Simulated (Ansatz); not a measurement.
**Run report: TaN, single-point calculation (part 2 of 3)**

Continued. System: TaN (P6/mmm, 6 atoms in the cell). Method: DFT LDA+U, non-collinear, scalar-relativistic, plane waves, PAW, Ueff = 4 eV on Ta atom 1 d; Ueff = 4 eV on Ta atom 2 d; Ueff = 4 eV on Ta atom 3 d (Ansatz 0.2.0); cutoff 420 eV, 4×4×7 k-mesh, Gaussian smearing of 0.05 eV, non-collinear spins. The structure derives from an entry of the Crystallography Open Database. It belongs to a series of runs on one base structure; here: canted directions free.

Geometry of the input (Å; fractional positions):
```
5.1850  0.0000  0.0000
-2.5925  4.4903  0.0000
0.0000  0.0000  2.9080
Ta 0.0000  0.0000  0.0000
Ta 0.3333  0.6667  0.5000
Ta 0.6667  0.3333  0.5000
N  0.5000  0.0000  0.0000
N  0.5000  0.5000  0.0000
N  0.0000  0.5000  0.0000
```

**Log, continued**
```
SCF iter   1: F=—  HF=-30156.117902 eV  |F-HF|=—  |Δ(HF+E_count)|=         —  Δρ=1.13e-1  dr2=7.15e0  dr2_m=2.68e0  ethr=3.10e-3  |M|=2.02e0 ∫|m|=2.74e0 μB  |m|>n=0.0e0 m-floor=0.0e0 τ_xc=2.7e-17  β_m=0.30  ⟨swp⟩=5.8  Hψ=17721  notcnv=0  defer=33
preconditioner: auto → Kerker (q_TF=auto, 2.627 Å⁻¹)  [metal: Δε(μ)=0.034 eV  Ē_g=10.016 eV  σ=0.050 eV  W_gap=0.36  n_scr=26 (ndim 8)  ℏωp=24.7 eV  f_vac=0.000  D(μ)=1.97/eV (n_scr^D=8)]
spin=Noncollinear: Kerker preconditioning applied to the charge; magnetization (m_x, m_y, m_z) channels mix plain (no charge-response kernel on spin).
SCF iter   2: F=—  HF=-30155.159546 eV  |F-HF|=—  |Δ(HF+E_count)|=   9.58e-1  Δρ=7.92e-2  dr2=2.36e0  dr2_m=1.31e0  ethr=3.10e-3  |M|=2.07e0 ∫|m|=2.80e0 μB  |m|>n=0.0e0 m-floor=0.0e0 τ_xc=1.5e-17  β_m=0.30  ⟨swp⟩=2.5  Hψ=7899  notcnv=0  defer=451
SCF iter   3: F=—  HF=-30154.785644 eV  |F-HF|=—  |Δ(HF+E_count)|=   3.74e-1  Δρ=5.44e-2  dr2=3.40e-1  dr2_m=6.16e-1  ethr=3.10e-3  |M|=2.16e0 ∫|m|=2.91e0 μB  |m|>n=0.0e0 m-floor=0.0e0 τ_xc=1.2e-17  β_m=0.30  ⟨swp⟩=3.0  Hψ=6911  notcnv=0  defer=451
SCF iter   4: F=—  HF=-30154.799639 eV  |F-HF|=—  |Δ(HF+E_count)|=   1.40e-2  Δρ=3.82e-2  dr2=3.19e-2  dr2_m=3.02e-1  ethr=6.29e-4  |M|=2.22e0 ∫|m|=2.94e0 μB  |m|>n=0.0e0 m-floor=0.0e0 τ_xc=9.7e-18  β_m=0.30  ⟨swp⟩=3.6  Hψ=9368  notcnv=0  defer=430
SCF iter   5: F=—  HF=-30154.841853 eV  |F-HF|=—  |Δ(HF+E_count)|=   4.22e-2  Δρ=2.71e-2  dr2=1.15e-2  dr2_m=1.53e-1  ethr=5.90e-5  |M|=2.21e0 ∫|m|=2.93e0 μB  |m|>n=0.0e0 m-floor=0.0e0 τ_xc=8.9e-18  β_m=0.30  ⟨swp⟩=2.0  Hψ=5497  notcnv=0  defer=430
SCF iter   6: F=—  HF=-30154.863189 eV  |F-HF|=—  |Δ(HF+E_count)|=   2.13e-2  Δρ=1.94e-2  dr2=8.82e-4  dr2_m=7.87e-2  ethr=2.12e-5  |M|=2.19e0 ∫|m|=2.92e0 μB  |m|>n=0.0e0 m-floor=0.0e0 τ_xc=8.5e-18  β_m=0.30  ⟨swp⟩=2.0  Hψ=6631  notcnv=0  defer=430
Mixer restart at iter 6: flushing history
spin-set hold released at iteration 6 (site moments contracting): the magnetisation degrees of freedom join the quasi-Newton model from the next iteration; the mixer history was flushed
SCF iter   7: F=—  HF=-30154.875609 eV  |F-HF|=—  |Δ(HF+E_count)|=   1.24e-2  Δρ=1.39e-2  dr2=5.71e-4  dr2_m=4.01e-2  ethr=1.63e-6  |M|=2.18e0 ∫|m|=2.91e0 μB  |m|>n=0.0e0 m-floor=0.0e0 τ_xc=8.2e-18  β_m=0.65  ⟨swp⟩=2.0  Hψ=7380  notcnv=0  defer=430
SCF iter   8: F=—  HF=-30154.888708 eV  |F-HF|=—  |Δ(HF+E_count)|=   1.31e-2  Δρ=2.89e-4  dr2=4.82e-5  dr2_m=1.51e-5  ethr=1.06e-6  |M|=2.17e0 ∫|m|=2.90e0 μB  |m|>n=0.0e0 m-floor=0.0e0 τ_xc=8.1e-18  β_m=0.82  ⟨swp⟩=3.1  Hψ=8795  notcnv=0  defer=430
SCF iter   9: F=—  HF=-30154.888715 eV  |F-HF|=—  |Δ(HF+E_count)|=   7.63e-6  Δρ=1.09e-4  dr2=1.20e-5  dr2_m=2.05e-6  ethr=8.93e-8  |M|=2.17e0 ∫|m|=2.90e0 μB  |m|>n=0.0e0 m-floor=0.0e0 τ_xc=8.2e-18  β_m=0.82  ⟨swp⟩=2.0  Hψ=6088  notcnv=0  defer=430
Mixer restart at iter 9: flushing history
SCF iter  10: F=—  HF=-30154.895644 eV  |F-HF|=—  |Δ(HF+E_count)|=         —  Δρ=1.15e-4  dr2=1.61e-5  dr2_m=2.11e-6  ethr=2.23e-8  |M|=2.17e0 ∫|m|=2.90e0 μB  |m|>n=0.0e0 m-floor=0.0e0 τ_xc=8.1e-18  β_m=0.82  ⟨swp⟩=1.6  Hψ=4425  notcnv=0  defer=430
SCF iter  11: F=—  HF=-30159.846188 eV  |F-HF|=—  |Δ(HF+E_count)|=    4.95e0  Δρ=2.11e-2  dr2=5.38e-1  dr2_m=9.33e-2  ethr=2.23e-8  |M|=1.30e0 ∫|m|=1.97e0 μB  |m|>n=0.0e0 m-floor=0.0e0 τ_xc=8.1e-18  β_m=0.24  ⟨swp⟩=6.1  Hψ=22482  notcnv=0  defer=421
SCF iter  12: F=—  HF=-30160.207790 eV  |F-HF|=—  |Δ(HF+E_count)|=   3.62e-1  Δρ=1.99e-2  dr2=1.99e-1  dr2_m=8.45e-2  ethr=2.23e-8  |M|=1.10e0 ∫|m|=1.70e0 μB  |m|>n=0.0e0 m-floor=0.0e0 τ_xc=6.4e-18  β_m=0.37  ⟨swp⟩=5.1  Hψ=17262  notcnv=0  defer=386
SCF iter  13: F=—  HF=-30160.690555 eV  |F-HF|=—  |Δ(HF+E_count)|=   4.83e-1  Δρ=1.61e-2  dr2=2.61e-2  dr2_m=4.70e-2  ethr=2.23e-8  |M|=6.02e-1 ∫|m|=1.14e0 μB  |m|>n=0.0e0 m-floor=0.0e0 τ_xc=3.1e-18  β_m=0.57  ⟨swp⟩=5.5  Hψ=17752  notcnv=0  defer=354
SCF iter  14: F=—  HF=-30161.138274 eV  |F-HF|=—  |Δ(HF+E_count)|=   4.48e-1  Δρ=6.51e-3  dr2=6.56e-3  dr2_m=8.53e-3  ethr=2.23e-8  |M|=2.97e-1 ∫|m|=5.30e-1 μB  |m|>n=0.0e0 m-floor=0.0e0 τ_xc=1.3e-18  β_m=0.83  ⟨swp⟩=5.6  Hψ=18039  notcnv=0  defer=418
SCF iter  15: F=—  HF=-30161.205714 eV  |F-HF|=—  |Δ(HF+E_count)|=   6.74e-2  Δρ=4.63e-3  dr2=4.97e-3  dr2_m=4.05e-3  ethr=2.23e-8  |M|=4.95e-2 ∫|m|=2.47e-1 μB  |m|>n=0.0e0 m-floor=0.0e0 τ_xc=4.5e-19  β_m=0.92  ⟨swp⟩=4.9  Hψ=15336  notcnv=0  defer=450
SCF iter  16: F=—  HF=-30161.228411 eV  |F-HF|=—  |Δ(HF+E_count)|=   2.27e-2  Δρ=1.66e-3  dr2=1.84e-3  dr2_m=5.56e-4  ethr=2.23e-8  |M|=1.19e-2 ∫|m|=8.74e-2 μB  |m|>n=0.0e0 m-floor=0.0e0 τ_xc=7.8e-20  β_m=0.96  ⟨swp⟩=5.0  Hψ=14420  notcnv=0  defer=450
SCF iter  17: F=—  HF=-30161.229941 eV  |F-HF|=—  |Δ(HF+E_count)|=   1.53e-3  Δρ=9.01e-4  dr2=2.65e-4  dr2_m=1.60e-4  ethr=2.23e-8  |M|=3.15e-3 ∫|m|=4.43e-2 μB  |m|>n=0.0e0 m-floor=0.0e0 τ_xc=1.9e-20  β_m=0.98  ⟨swp⟩=4.1  Hψ=12178  notcnv=0  defer=442
SCF iter  18: F=—  HF=-30161.230447 eV  |F-HF|=—  |Δ(HF+E_count)|=   5.06e-4  Δρ=2.52e-4  dr2=1.11e-5  dr2_m=1.56e-5  ethr=2.23e-8  |M|=2.21e-3 ∫|m|=1.44e-2 μB  |m|>n=0.0e0 m-floor=0.0e0 τ_xc=1.5e-21  β_m=0.99  ⟨swp⟩=3.6  Hψ=10201  notcnv=0  defer=440
SCF iter  19: F=—  HF=-30161.230498 eV  |F-HF|=—  |Δ(HF+E_count)|=   5.06e-5  Δρ=9.04e-5  dr2=2.05e-6  dr2_m=2.09e-6  ethr=2.05e-8  |M|=7.03e-4 ∫|m|=4.53e-3 μB  |m|>n=0.0e0 m-floor=0.0e0 τ_xc=2.0e-22  β_m=0.99  ⟨swp⟩=3.0  Hψ=8730  notcnv=0  defer=440
SCF iter  20: F=—  HF=-30161.230504 eV  |F-HF|=—  |Δ(HF+E_count)|=   6.49e-6  Δρ=2.31e-5  dr2=4.08e-7  dr2_m=1.65e-7  ethr=3.79e-9  |M|=1.42e-4 ∫|m|=1.37e-3 μB  |m|>n=0.0e0 m-floor=0.0e0 τ_xc=2.2e-23  β_m=1.00  ⟨swp⟩=3.0  Hψ=8027  notcnv=0  defer=440
iter 21 did not close the SCF: its close was put off for a magnetic moment that had not settled (scf_convergence_deferred on its scf_iter line)
SCF iter  21: F=-30161.230505 eV  HF=-30161.230505 eV  |F-HF|=2.82e-9  |Δ(HF+E_count)|=   4.03e-7  Δρ=7.90e-6  dr2=5.17e-8  dr2_m=1.63e-8  ethr=1.85e-10  |M|=5.15e-5 ∫|m|=4.51e-4 μB  |m|>n=0.0e0 m-floor=0.0e0 τ_xc=5.5e-25  β_m=1.00  ⟨swp⟩=15.7  Hψ=37044  notcnv=0
iter 22 did not close the SCF: its close was put off for a magnetic moment that had not settled (scf_convergence_deferred on its scf_iter line)
SCF iter  22: F=-30161.230505 eV  HF=-30161.230505 eV  |F-HF|=8.61e-9  |Δ(HF+E_count)|=   5.17e-8  Δρ=4.42e-6  dr2=1.57e-8  dr2_m=2.05e-9  ethr=9.58e-11  |M|=1.69e-5 ∫|m|=1.70e-4 μB  |m|>n=0.0e0 m-floor=0.0e0 τ_xc=8.4e-26  β_m=1.00  ⟨swp⟩=6.2  Hψ=27678  notcnv=0
iter 23 did not close the SCF: its close was put off for a magnetic moment that had not settled (scf_convergence_deferred on its scf_iter line)
SCF iter  23: F=-30161.230505 eV  HF=-30161.230505 eV  |F-HF|=3.84e-9  |Δ(HF+E_count)|=   5.06e-9  Δρ=2.84e-6  dr2=5.18e-9  dr2_m=2.47e-10  ethr=2.90e-11  |M|=9.12e-6 ∫|m|=5.73e-5 μB  |m|>n=0.0e0 m-floor=0.0e0 τ_xc=6.6e-27  β_m=0.91  ⟨swp⟩=6.0  Hψ=25919  notcnv=0
SCF iter  24: F=-30161.230505 eV  HF=-30161.230505 eV  |F-HF|=1.46e-11  |Δ(HF+E_count)|=  1.89e-10  Δρ=4.38e-7  dr2=1.90e-10  dr2_m=4.72e-11  ethr=9.60e-12  |M|=4.47e-6 ∫|m|=2.55e-5 μB  |m|>n=0.0e0 m-floor=0.0e0 τ_xc=1.1e-27  ⟨swp⟩=5.1  Hψ=23766  notcnv=0
WARN: the starting moments were not kept: the SCF closed with an absolute magnetisation of 2.5e-5 μB, where they sum to 6 μB in size (3 sites). That is at most 0.1 of that sum. Measured as dr2_m measures the in/out step, that magnetisation stands 4.6e-11 eV from none, at or under the dr2_threshold of 1.0e-7 eV: it is no larger than a step whose dr2_m would equal this threshold. The system may hold no moment; this SCF shows only that its start led to no more than that. To try another start: raise the starting moments (crystal.atoms[].spin, magnetization.per_species, magnetization.initial_magnetization, or on a non-collinear deck that types none of these the spinor_matrix: blocks that start its atoms; where the total moment is fixed, keep their sum and leave initial_magnetization as it is; typed ones take the place of any that the run laid by itself, positive ones on a crystal's lanthanoids without a Hubbard term where scf.initial_density.shell_occupations: [] is typed) or, if the notice of its spin-set hold's release reads "site moments contracting" or "site moments show no strong build", lengthen the hold (scf.mixing.spin_hold: { on: { confirm: 4 } }; for m-r²SCAN on two components see the key's manual first). Each may lead to a state that holds a moment. A second SCF, from the converged charge density, with the starting moments and any scf.initial_density.shell_occupations laid on it anew, would have followed, and was not run: the deck does not ask for one (magnetization.retry_lost_moments is false, the default). To let it run, set magnetization.retry_lost_moments: true and run the deck again, where that key's refused combinations let it; where memory then withholds it, that run's warning says so.
WARN: hamiltonian.hubbard: on 3 of 3 specified blocks the occupation matrix of this SCF's result fails the test of the specified filling. At site 0 (sites count from 0 in the list of atoms of the cell that this SCF solves) the least filled combination of the orbitals specified full has occupation 0.459, and the fullest combination of the orbitals specified empty has occupation 0.459; the filling counts as kept where the first is at least 0.75 and exceeds the second by more than 0.25. The same holds at site 1, site 2. The state of this SCF's result may not hold the specified filling, though these bounds can also misjudge a state that does. This warning does not say which state is lower in energy, or whether the specified filling is a self-consistent state at all; see hamiltonian.hubbard.sites[].starting_ns, Limitations, and scf.initial_density.shell_occupations in the input reference
SCF 1 converged in 24 iterations: F = -30161.230505 eV  dr2 = 1.90e-10
  greatest PAW one-centre occupation: 1.000 electrons in one spin orbital (limit 2), on the Ta atom at site 2 (counted from 0), in its partial waves of l = 0
```

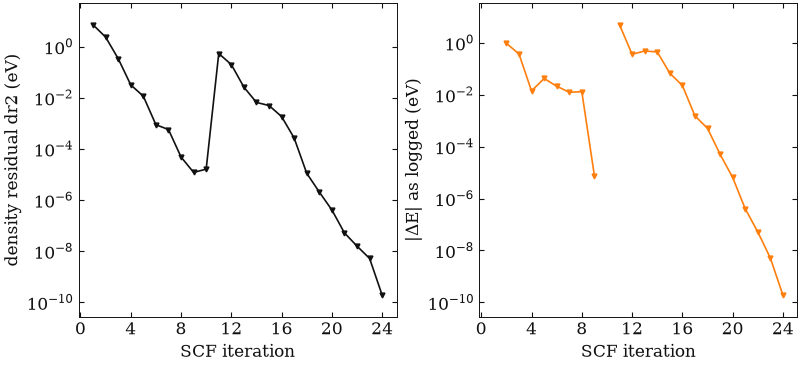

*Convergence of the self-consistent field: density residual dr2 and size of the energy change against the SCF iteration.*

The residual comes down, with one marked jump up, by a factor of about 3 × 10⁴, at step 11.

```
SCF converged after 24 iterations
Magnetization: |M| = 0.0000 μB,  M = (-0.0000, -0.0000, -0.0000) μB
Absolute magnetization: 0.0000 μB (∫|m|, with the PAW one-centre terms)
  site 0: m = (-0.0000, +0.0000, -0.0000) μB, |m| = 0.0000 μB  (R = 1.07 Å)
  site 1: m = (+0.0000, +0.0000, +0.0000) μB, |m| = 0.0000 μB  (R = 0.86 Å)
  site 2: m = (+0.0000, -0.0000, -0.0000) μB, |m| = 0.0000 μB  (R = 0.86 Å)
  site 3: m = (+0.0000, -0.0000, -0.0000) μB, |m| = 0.0000 μB  (R = 0.86 Å)
  site 4: m = (+0.0000, +0.0000, -0.0000) μB, |m| = 0.0000 μB  (R = 0.86 Å)
  site 5: m = (+0.0000, -0.0000, -0.0000) μB, |m| = 0.0000 μB  (R = 0.86 Å)
Free energy (F): -30161.230505 eV
Harris-Foulkes:  -30161.230505 eV  (|F-HF|=1.46e-11)
Internal energy: -30161.229343 eV  (E = F + TS)
E sigma→0 (E₀):  -30161.229924 eV
Entropy (-TS):   -0.001162 eV (-0.194 meV/atom)
Fermi energy:    19.649435 eV
--- Per-component energies (eV) ---
  E_band       = -224.911981
  E_kinetic    = 1498.761164
  E_local      = -2081.166080  (includes V_loc(G=0)·N_el)
  E_nonlocal   = 201.189205
  E_hartree    = 705.532678
  E_xc         = -832.348979
  E_vxc        = -844.678657  (∫ρ·V_xc dr)
  E_hubbard    = 13.687529  (on-site DFT+U / exact-exchange correction)
  E_vhub       = 5.467439  (the Hubbard potential's part of the band-sum identity)
  E_paw        = -24801.702475  (= ΣΔE_a)
  E_vpaw       = -415.551339  (= ΣTr[D̂ρ^β])
  E_aug_tail   = 0.000847  (compensation charges beyond the density's cutoff)
  E_ewald      = -4866.200074
  E_core_change = 1.016840  (= ΣΔE_core)
  E_smearing   = -0.001162  (= −TS)
  E_closure    = -0.000000  (closes the sum)
  Σ components = -30161.230505   (vs F -30161.230505, Δ=0.00e0)
--- Hubbard shell moments (per corrected site; Tr N, ν in electrons; μ in μ_B) ---
  shell 0: Tr N=3.8208  μ_S=(-0.0000, -0.0000, -0.0000)  μ_L=(+0.0000, +0.0000, +0.0000)  μ=(-0.0000, +0.0000, -0.0000)  ν=0.0000 along (-0.922, -0.000, -0.388)
  shell 1: Tr N=3.5665  μ_S=(-0.0000, -0.0000, +0.0000)  μ_L=(+0.0000, +0.0000, +0.0000)  μ=(-0.0000, +0.0000, +0.0000)  ν=0.0000 along (-0.038, -0.000, +0.999)
  shell 2: Tr N=3.5665  μ_S=(+0.0000, -0.0000, -0.0000)  μ_L=(+0.0000, +0.0000, +0.0000)  μ=(+0.0000, +0.0000, -0.0000)  ν=0.0000 along (+0.997, +0.000, -0.075)
--- Specified on-site occupations, and those of the state reported ---
  electrons in the specified blocks: 6.3000 specified, 10.9538 found
  site 2 (l=d): largest change of an orbital's occupation 0.6188; electrons 2.1000 specified, 3.5665 found; spectral distance 1.1904
  site 1 (l=d): largest change of an orbital's occupation 0.6188; electrons 2.1000 specified, 3.5665 found; spectral distance 1.1904
  site 0 (l=d): largest change of an orbital's occupation 0.5110; electrons 2.1000 specified, 3.8208 found; spectral distance 1.2367
--- Forces (eV/Å), atoms counted from 1 ---
  atom   1  Ta     0.00000000     0.00000040     0.00000000
  atom   2  Ta     0.00000000    -0.00000506     0.00000000
  atom   3  Ta     0.00000000     0.00000470     0.00000000
  atom   4  N      0.00000000     0.00000010     0.00000000
  atom   5  N      0.00000008    -0.00000002     0.00000000
  atom   6  N     -0.00000008    -0.00000002    -0.00000000
  max |Σ_I F_I| component: 1.12e-7 eV/Å
--- Stress (GPa, compression-positive) ---
        0.484196       0.000000      -0.000000
        0.000000       0.484216       0.000000
       -0.000000       0.000000      -4.684276
  P = ⅓ Tr σ = -1.2386 GPa (-12.386 kbar)
--- Band table (eV; the first three rows and the last of 70) ---
  k-point 0: bands = ["-50.0535", "-50.0535", "-50.0026", "-50.0026", "-49.7114", "-49.7114", "-16.9435", "-16.9435", "-16.9435", "-16.9435", "-16.5756", "-16.5756", "-16.5756", "-16.5756", "-16.3306", "-16.3306", "-16.2700", "-16.2700", "-16.2700", "-16.2700", "-16.1930", "-16.1930", "-15.3758", "-15.3758", "1.2222", "1.2222", "4.6902", "4.6902", "4.6902", "4.6902", "9.2278", "9.2278", "12.4027", "12.4027", "12.4027", "12.4027", "13.4847", "13.4847", "13.4847", "13.4847", "13.9182", "13.9182", "16.3444", "16.3444", "16.5661", "16.5661", "16.5661", "16.5661", "17.0270", "17.0270", "17.4314", "17.4314", "18.6680", "18.6680", "18.6680", "18.6680", "20.4710", "20.4710", "20.4710", "20.4710", "20.5615", "20.5615", "21.9730", "21.9730", "21.9730", "21.9730"]
  k-point 1: bands = ["-50.0448", "-50.0448", "-49.9950", "-49.9950", "-49.7051", "-49.7051", "-16.9163", "-16.9163", "-16.9163", "-16.9163", "-16.5447", "-16.5447", "-16.5447", "-16.5447", "-16.5144", "-16.5144", "-16.3589", "-16.3589", "-16.2674", "-16.2674", "-16.2674", "-16.2674", "-15.5015", "-15.5014", "1.6767", "1.6767", "4.5043", "4.5043", "4.5043", "4.5043", "9.9585", "9.9585", "12.4007", "12.4007", "12.4007", "12.4007", "13.3338", "13.3338", "13.3338", "13.3338", "13.6609", "13.6609", "15.7278", "15.7278", "15.7278", "15.7278", "16.3747", "16.3747", "17.1283", "17.1283", "18.2792", "18.2792", "19.1103", "19.1103", "19.1103", "19.1103", "20.0114", "20.0114", "20.0114", "20.0114", "20.7936", "20.7936", "22.2895", "22.2895", "22.2895", "22.2895"]
  k-point 2: bands = ["-50.0231", "-50.0231", "-49.9771", "-49.9771", "-49.6898", "-49.6898", "-16.9090", "-16.9090", "-16.8555", "-16.8555", "-16.8555", "-16.8555", "-16.7179", "-16.7179", "-16.4683", "-16.4683", "-16.4683", "-16.4683", "-16.2681", "-16.2681", "-16.2681", "-16.2681", "-15.7760", "-15.7760", "2.7995", "2.7995", "4.0828", "4.0828", "4.0828", "4.0828", "11.7882", "11.7882", "12.1221", "12.1221", "12.1221", "12.1221", "12.1599", "12.1599", "13.1578", "13.1578", "13.1578", "13.1578", "15.0977", "15.0977", "15.0977", "15.0977", "17.3680", "17.3680", "17.9843", "17.9843", "18.2995", "18.2995", "18.2995", "18.2995", "20.0052", "20.0052", "20.0052", "20.0052", "20.3732", "20.3732", "21.4276", "21.4276", "22.8541", "22.8541", "22.8541", "22.8541"]
```
